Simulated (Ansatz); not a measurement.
**Band-structure calculation of Sn2Ge**

- system: Sn2Ge (6 atoms in the cell)
- method: DFT with PBEsol, PAW plane waves, no spin polarisation (Ansatz 0.2.0)

The structure is a generated one, with these elements put on the sites of a known structure type; it need not be a known phase. Figures and captions count atoms from 1; the log counts them from 0 in places.

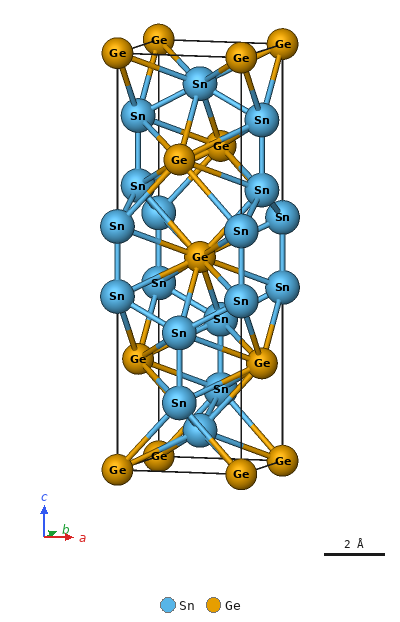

*The structure (ball-and-stick view of the cell 2 times as large as that of the calculation, set on its symmetry axes, seen slightly off an axis).*

Near neighbours in the crystal (not all of them lie inside the picture): Sn has 6 Ge at 3.20 to 3.31 Å and 3 Sn at 2.36 to 2.47 Å; Ge has 12 Sn at 3.20 to 3.31 Å.

The input
```yaml
crystal:
  lattice:
    - [0.0, 4.374332, 0.0]
    - [4.374332, 0.0, 0.0]
    - [2.187166, 2.187166, -7.024886]
  atoms:
    - { symbol: Sn, position: [0.416, 0.416, 0.168] }
    - { symbol: Sn, position: [0.166, 0.666, 0.668] }
    - { symbol: Sn, position: [0.334, 0.834, 0.332] }
    - { symbol: Sn, position: [0.584, 0.584, 0.832] }
    - { symbol: Ge, position: [0.0, 0.0, 0.0] }
    - { symbol: Ge, position: [0.75, 0.25, 0.5] }
  symmetry: { tolerance: 0.0003 }
kpoints:
  mp_grid: { grid: [8, 8, 8], shift: [0, 0, 0] }
  band_path:
    path:
      - [0.0, 0.0, 0.0]
      - [0.5, 0.5, 0.5]
      - [0.5, 0.5, 0.25]
      - [0.0, 0.5, 0.0]
      - [0.0, 0.0, 0.0]
      - [0.0, 0.0, -0.5]
      - [0.0, 0.45153202, -0.27423399]
      - [0.0, 0.54846798, 0.27423399]
      - [0.0, 0.0, 0.0]
      - [0.5, 0.5, 0.5]
      - [0.45153202, 0.54846798, 0.5]
    npoints: 7
magnetization:
  spin_polarized: false
scf:
  occupations: { method: fermi_dirac }
  lower_state_search: "off"
  max_iter: 200
hamiltonian:
  pseudopotentials: { kind: paw }
  xc: pbesol
basis:
  ecutwfc: 420
  fft_grid_basis: typed
output:
  forces: true
  stress: true
  eigenvalues: true
  bader: true
  populations: true
  elf: true
  write_potential: true
  volumetric_format: npy
  dos:
    e_range: [-12, 8]
    de: 0.05
    projected: { site_lists: { Ge: [Ge], Sn: [Sn] } }
checkpoint:
  read: saved_state
```

Launched with:
```bash
ansatz run input.yaml --threads 1 --pin off --max-ram 2560MiB --backend cpu --events-out ev --progress --plain --runs-dir out
```

Output
```
Warning: checkpoint.read: basis.xc_grid differs: saved 1, current 2 (points along each axis for each point of the dense box; where the key is left out runs that use forces, runs that use the stress, dielectric runs by a finite field, finite-displacement phonons, runs of phonons.displacement_patterns under a GGA or a meta-GGA, phonons by method: dfpt, dielectric runs by the response, runs on support functions, runs on PAW files under a meta-GGA or a hybrid on one, runs at kind: all_electron or under a hybrid on a GGA, runs under a text's formulas of a gradient, and runs on PAW files that evaluate rPW86 or Becke's exchange or LYP's correlation can take a finer level, which can go by the root key accuracy; a number is taken as typed: the saved number, typed, holds this deck to the state's level, where the deck is accepted there); the SCF iterates at this deck's level from the saved density; a trajectory continued from that state goes on on another energy surface; basis.xc_grid: 1, typed and accepted, keeps it on the saved one
Engine: ansatz 0.2.0, x86_64-unknown-linux-gnu
Pseudopotentials: kind: paw
Pseudopotential: Sn, paw, valence charge 14, recommended cutoff 420 eV (normal), Sn.paw.azcp
Pseudopotential: Ge, paw, valence charge 14, recommended cutoff 420 eV (normal), Ge.paw.azcp
Functional definition: PBEsol
  exchange = pbesol_x
  correlation = pbesol_c
Crystal: 6 atoms, lattice volume = 134.420 Å³
Basis set: ecut = 420 eV, 2655 PW (Γ), exchange–correlation on 60×60×108 points (8 copies of the dense FFT grid, shifted against one another)
Bands: 51, of which v1, the nominal top of the filled ones, is band 42 counted from 1 (41 counted from 0)
Symmetry: 16 space group operations
Space group: I41/amd (ITA 141), of the structure as read, at distance tolerance 1.5e-3 Å
k-points: 59 of 512
Non-local potential: Sn, projectors of the file, l = 0: 2, l = 1: 2, l = 2: 2, l = 3: 2
Non-local potential: Ge, projectors of the file, l = 0: 2, l = 1: 2, l = 2: 3, l = 3: 1
PAW form: soft (Blöchl's): semilocal exchange-correlation on the pseudo side does not see the compensation charge
PAW frozen core: Sn, regenerated for the run's functional, and the local potential with it (the file was generated under x = pbe(κ = 0.804, μ = 0.2195149727645171), c = pbe(β = 0.06672455060314922))
PAW frozen core: Ge, regenerated for the run's functional, and the local potential with it (the file was generated under x = pbe(κ = 0.804, μ = 0.2195149727645171), c = pbe(β = 0.06672455060314922))
PAW one-centre angular grid: Sn, 590 points (default); XC on 64 Gauss nodes
PAW one-centre angular grid: Ge, 590 points (default); XC on 64 Gauss nodes
Initial density: read from a saved state, or passed on in memory by an earlier SCF of this step, an earlier step, the calling program or the single point that the run made first
Initial wavefunctions: pseudopotential atomic-orbital guess
Functional: x = pbesol(κ = 0.804, μ = 0.12345679012345678), c = pbesol(β = 0.046)
iter 1 solved again at ethr=3.59e-6 eV; its pass at ethr=3.10e-3 eV (dr2=3.02e-3 eV) is discarded
SCF iter   1: F=—  HF=-32298.880977 eV  |F-HF|=—  |Δ(HF+E_count)|=         —  Δρ=1.03e-3  dr2=3.11e-3  ethr=3.59e-6  ⟨swp⟩=2.0  Hψ=17821  notcnv=0
preconditioner: auto → Kerker (q_TF=auto, 2.523 Å⁻¹)  [metal: Δε(μ)=0.005 eV  Ē_g=20.869 eV  σ=0.100 eV  W_gap=0.01  n_scr=32 (ndim 8)  ℏωp=29.4 eV  f_vac=0.000  D(μ)=3.34/eV (n_scr^D=24)]
SCF iter   2: F=—  HF=-32298.880416 eV  |F-HF|=—  |Δ(HF+E_count)|=   5.61e-4  Δρ=6.28e-4  dr2=1.13e-3  ethr=3.59e-6  ⟨swp⟩=1.1  Hψ=3012  notcnv=0
SCF iter   3: F=—  HF=-32298.880102 eV  |F-HF|=—  |Δ(HF+E_count)|=   3.13e-4  Δρ=1.21e-4  dr2=3.08e-5  ethr=1.35e-6  ⟨swp⟩=2.0  Hψ=3556  notcnv=0
SCF iter   4: F=—  HF=-32298.880080 eV  |F-HF|=—  |Δ(HF+E_count)|=   2.25e-5  Δρ=5.50e-5  dr2=8.15e-6  ethr=3.66e-8  ⟨swp⟩=2.0  Hψ=5530  notcnv=0
SCF iter   5: F=—  HF=-32298.880079 eV  |F-HF|=—  |Δ(HF+E_count)|=   1.29e-6  Δρ=2.64e-5  dr2=1.81e-6  ethr=9.71e-9  ⟨swp⟩=2.0  Hψ=5437  notcnv=0
SCF iter   6: F=—  HF=-32298.880078 eV  |F-HF|=—  |Δ(HF+E_count)|=   6.69e-7  Δρ=8.95e-6  dr2=1.28e-7  ethr=2.16e-9  ⟨swp⟩=2.0  Hψ=5500  notcnv=0
SCF iter   7: F=-32298.880078 eV  HF=-32298.880078 eV  |F-HF|=3.60e-9  |Δ(HF+E_count)|=   6.56e-9  Δρ=1.94e-6  dr2=7.67e-9  ethr=1.19e-10  ⟨swp⟩=9.9  Hψ=18626  notcnv=0
SCF 1 converged in 7 iterations: F = -32298.880078 eV  dr2 = 7.67e-9
  greatest PAW one-centre occupation: 0.998 electrons in one spin orbital (limit 2), on the Ge atom at site 5 (counted from 0), in its partial waves of l = 2
```

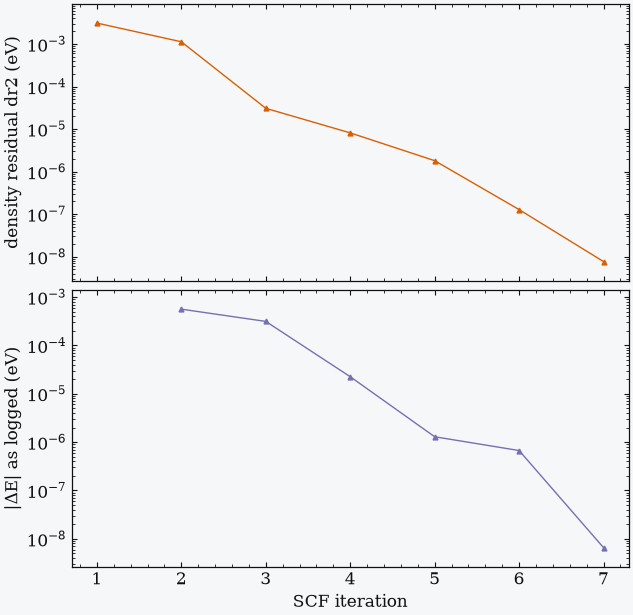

*Convergence of the self-consistent field: density residual dr2 and size of the energy change against the SCF iteration.*

The residual falls at every step.

```
NSCF: frozen V_eff on 71 k-points
SCF converged after 7 iterations
Free energy (F): -32298.880078 eV
Harris-Foulkes:  -32298.880078 eV  (|F-HF|=3.60e-9)
Internal energy: -32298.770692 eV  (E = F + TS)
E sigma→0 (E₀):  -32298.825385 eV
Entropy (-TS):   -0.109386 eV (-18.231 meV/atom)
Fermi energy:    12.231110 eV
--- Per-component energies (eV) ---
  E_band       = -492.644297
  E_kinetic    = 992.321683
  E_local      = -7878.625363  (includes V_loc(G=0)·N_el)
  E_nonlocal   = 712.364381
  E_hartree    = 4121.927725
  E_xc         = -1676.126076
  E_vxc        = -529.023783  (∫ρ·V_xc dr)
  E_paw        = -20213.033830  (= ΣΔE_a)
  E_vpaw       = -2033.531475  (= ΣTr[D̂ρ^β])
  E_aug_tail   = 0.000565  (compensation charges beyond the density's cutoff)
  E_ewald      = -8360.575009
  E_core_change = 2.975232  (= ΣΔE_core)
  E_smearing   = -0.109386  (= −TS)
  E_closure    = -0.000000  (closes the sum)
  Σ components = -32298.880078   (vs F -32298.880078, Δ=0.00e0)
--- Forces (eV/Å), atoms counted from 1 ---
  atom   1  Sn    -0.00000000     0.00000000    -2.33096353
  atom   2  Sn     0.00000000    -0.00000000    -2.33096353
  atom   3  Sn     0.00000000     0.00000000     2.33096353
  atom   4  Sn    -0.00000000    -0.00000000     2.33096353
  atom   5  Ge    -0.00000000     0.00000000    -0.00000000
  atom   6  Ge     0.00000000     0.00000000     0.00000000
  max |Σ_I F_I| component: 4.02e-16 eV/Å
--- Stress (GPa, compression-positive) ---
       17.962123      -0.000000       0.000000
       -0.000000      17.962123       0.000000
        0.000000       0.000000      42.503471
  P = ⅓ Tr σ = 26.1426 GPa (261.426 kbar)
--- Band table (eV; the first three rows and the last of 59) ---
  k-point 0: bands = ["-12.7067", "-12.7056", "-12.6999", "-12.6999", "-12.6986", "-12.6986", "-12.6769", "-12.6754", "-12.6735", "-12.6734", "-10.8581", "-10.6049", "-10.5254", "-10.5254", "-10.4030", "-10.3237", "-10.1949", "-10.1413", "-10.1413", "-10.1239", "-9.7720", "-9.7720", "-9.7436", "-9.6361", "-9.5642", "-9.5551", "-9.5551", "-9.5529", "-9.5239", "-9.3279", "-0.9304", "2.1918", "2.2721", "5.9344", "6.1702", "8.3664", "8.3664", "8.9932", "8.9932", "10.7650", "11.1156", "11.8482", "12.8374", "13.6883", "13.6883", "14.5913", "15.3223", "15.3223", "16.2982", "16.2982", "16.3733"]
  k-point 1: bands = ["-12.7066", "-12.7056", "-12.7000", "-12.7000", "-12.6985", "-12.6985", "-12.6768", "-12.6754", "-12.6735", "-12.6734", "-10.8503", "-10.6171", "-10.5266", "-10.5266", "-10.4005", "-10.3280", "-10.1925", "-10.1356", "-10.1356", "-10.1270", "-9.7833", "-9.7833", "-9.7303", "-9.6329", "-9.5666", "-9.5566", "-9.5483", "-9.5483", "-9.5186", "-9.3364", "-0.8817", "1.4895", "3.0616", "5.9194", "6.1870", "8.1870", "8.1870", "9.2715", "9.2715", "10.3371", "10.8356", "11.8865", "13.4327", "13.4327", "13.4842", "14.2661", "15.2751", "15.2751", "16.2231", "16.4150", "16.4150"]
  k-point 2: bands = ["-12.7065", "-12.7058", "-12.7003", "-12.7003", "-12.6982", "-12.6982", "-12.6767", "-12.6756", "-12.6735", "-12.6734", "-10.8274", "-10.6504", "-10.5293", "-10.5293", "-10.3934", "-10.3390", "-10.1856", "-10.1356", "-10.1210", "-10.1210", "-9.8095", "-9.8095", "-9.6960", "-9.6243", "-9.5737", "-9.5678", "-9.5339", "-9.5339", "-9.5024", "-9.3608", "-0.7353", "0.8446", "3.9535", "5.8697", "6.2514", "7.9454", "7.9454", "9.1020", "9.8058", "9.8058", "11.0359", "11.9682", "12.8117", "12.8117", "13.7175", "13.9706", "15.3156", "15.3156", "16.3955", "16.3955", "16.5888"]
  k-point 58: bands = ["-12.7052", "-12.7052", "-12.6997", "-12.6997", "-12.6993", "-12.6993", "-12.6770", "-12.6770", "-12.6700", "-12.6700", "-10.8772", "-10.8772", "-10.6620", "-10.6620", "-10.4340", "-10.4340", "-10.0947", "-10.0947", "-10.0434", "-10.0434", "-9.7858", "-9.7858", "-9.7366", "-9.7366", "-9.5542", "-9.5542", "-9.3916", "-9.3916", "-9.2748", "-9.2748", "2.1481", "2.1481", "3.9054", "3.9054", "4.3320", "4.3320", "6.9406", "6.9406", "9.3568", "9.3568", "9.5128", "9.5128", "13.1754", "13.1754", "14.7003", "14.7003", "17.7037", "17.7037", "17.9579", "17.9579", "20.2626"]
--- Löwdin populations: 6 sites ---
  site symbol       q [e]
     0     Sn     13.8648
     1     Sn     13.8648
     2     Sn     13.8648
     3     Sn     13.8648
     4     Ge     14.1212
     5     Ge     14.1212
  spilling = 0.003555 (of n_electrons = 84.000000)
--- Bader charges: 6 sites ---
  site symbol  charge [e]  shift [e]
     0     Sn      0.0433     0.0000
     1     Sn      0.0433     0.0000
     2     Sn      0.0433     0.0000
     3     Sn      0.0433     0.0000
     4     Ge     -0.0866     0.0000
     5     Ge     -0.0866     0.0000
  estimated error of the sums over rays = 6.8e-4 e
```

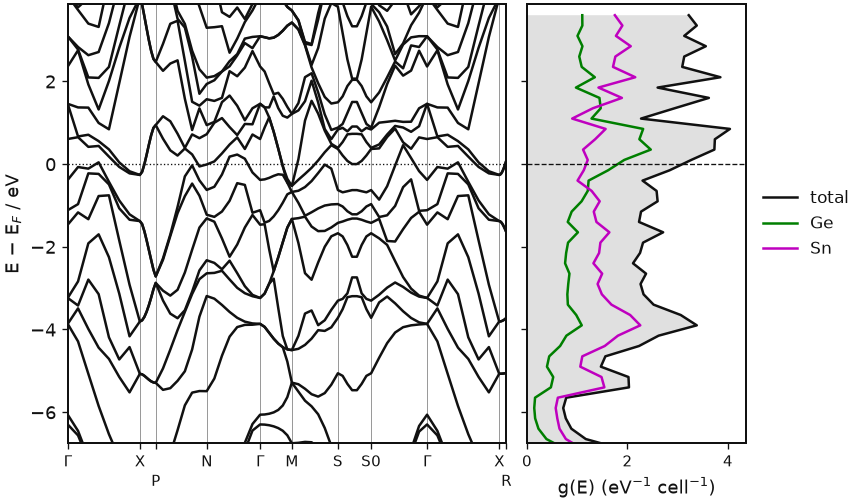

*Band structure along Γ–X–P–N–Γ–M–S–S0–Γ–X–R and density of states (projected on Löwdin-orthogonalised atomic shells), with energies from the Fermi level.*

Bands cross the Fermi level: a metal at this level of theory.

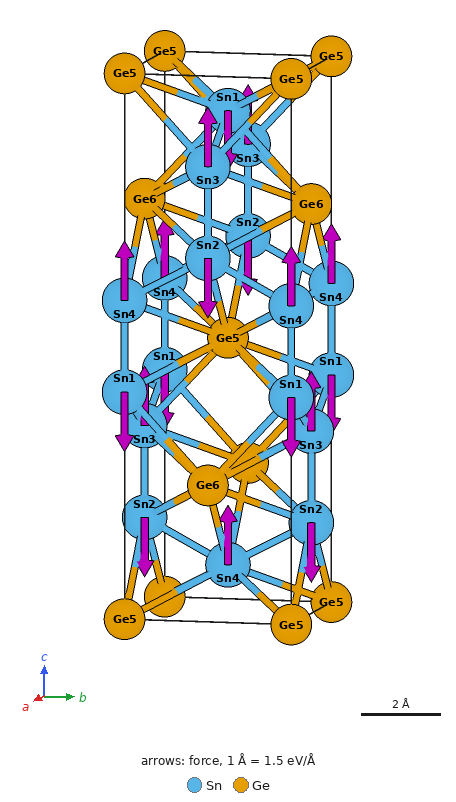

*Forces on the atoms as pink arrows (ball-and-stick view of the cell 2 times as large as that of the calculation, set on its symmetry axes, seen slightly off an axis; atoms are numbered from 1 in the order of the input).*

The largest act on all 4 Sn atoms (2.33 eV/Å). The geometry is not a stationary point of this energy.

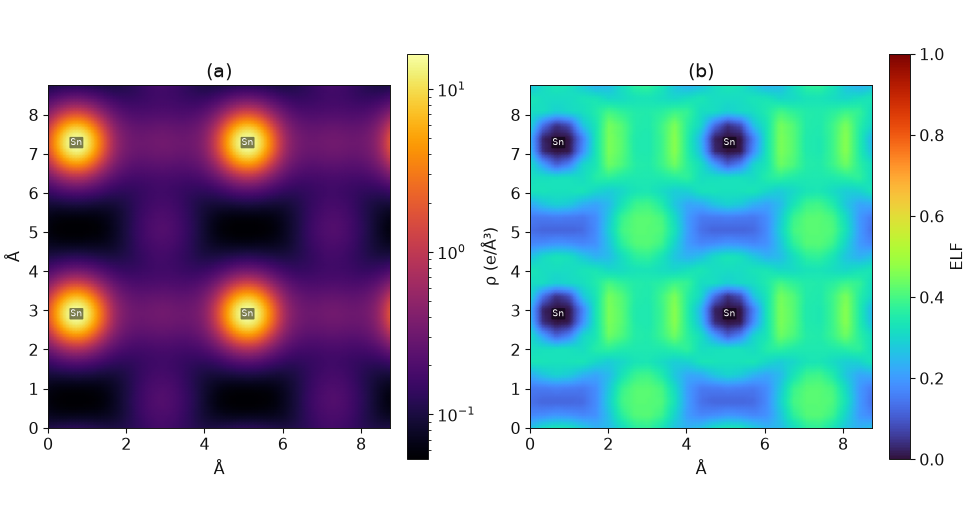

*(a) valence pseudo-density; (b) electron localisation function on the plane of lattice vectors 1 and 2 of the input at fractional height 0.668 along vector 3, 2 × 2 cells, interpolated from points about 0.3 Å apart.*

The plane passes within 0.2 Å of Sn sites. The density in this plane falls to 0.053 e/Å³ at its lowest. The fields are smooth PAW fields, not the true ones close to the nuclei.

Key numbers

- outcome: converged
- space group (tolerance 0.01 Å): I4₁/amd (141)
- electrons treated: 84
- free energy: −32298.8801 eV
- Fermi energy: 12.231 eV
- pressure: 26.14 GPa
- electronic character: metal
- largest force (length of the vector): 2.331 eV/Å
- hardware: 1 thread of Intel Xeon (Granite Rapids), 128 GiB of memory available, shared host
- wall time: 60 s
- peak memory: 0.71 GiB
